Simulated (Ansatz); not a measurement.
System: Ti5Si.

Input file:

```
crystal:
  lattice:
    - [2.5228393509, 1.4565619783, 4.4409048145]
    - [-2.5228393509, 1.4565619783, 4.4409048145]
    - [0.0, -2.9131239567, 4.4409048145]
  atoms:
    - { symbol: Ti, position: [0.15143967, 0.15143967, 0.15143967] }
    - { symbol: Ti, position: [0.60535, 0.39465, 0.0] }
    - { symbol: Ti, position: [0.0, 0.60535, 0.39465] }
    - { symbol: Ti, position: [0.84856033, 0.84856033, 0.84856033] }
    - { symbol: Ti, position: [0.39465, 0.0, 0.60535] }
    - { symbol: Si, position: [0.5, 0.5, 0.5] }
basis:
  ecutwfc: 420
kpoints:
  mp_grid: { grid: [12, 12, 12] }
hamiltonian:
  xc: pbe
scf:
  occupations: { method: gaussian, width: 0.1 }
output:
  forces: true
  stress: true
  eigenvalues: true
  write_density: true
  write_potential: true
  elf: true
  volumetric_format: npy
relax:
  adjacent_minimum: "off"
  f_tol: 0.005
  max_steps: 80
  cell: { stress_tol: 0.05 }
```

Launched as:

```sh
ansatz run input.yaml --threads 2 --pin off --max-ram 5120MiB --backend cpu --events-out ev --progress --plain --runs-dir out
```

Below, planes, directions and counts refer to the conventional cell (a = 5.05 Å, b = 5.05 Å, c = 13.32 Å, α = 90.00°, β = 90.00°, γ = 120.00°).

Space group R32; a structure from a database of computed crystals, not necessarily the ambient phase; computed without spin polarisation.

Method: Ansatz, DFT PBE, scalar-relativistic, plane waves, PAW.

**Predict the valence pseudo-density and electron localisation function between the atoms.**

Ti–Ti (2.84 Å): ρ is about 0.18 e/Å³ halfway; the ELF is about 0.20 at the midpoint (no shared electron pair shows on this line).
The ELF has a maximum of about 0.70 in the space between the atoms, 1.7 Å from four Ti atoms, on no atom or two-centre bond.

**Metal or insulator at this level of theory?**

It is gapless in this calculation (a metal or semimetal).

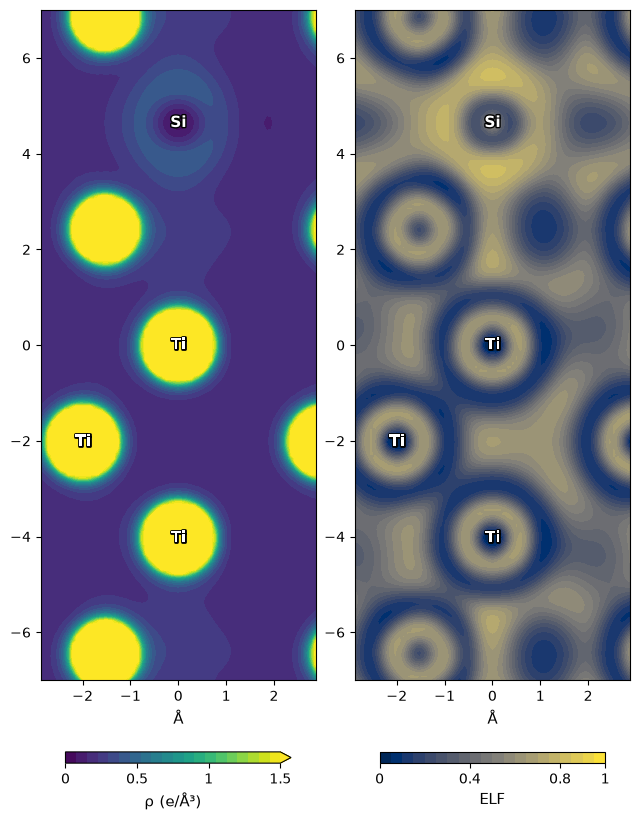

Computed valence pseudo-density and electron localisation function on the (100) plane of the conventional cell, in this order. Atoms just off the plane (Ti, 0.3 Å away) can leave unmarked features too.

Core electrons are frozen (PAW), and the valence fields are smoothed inside the atomic spheres.
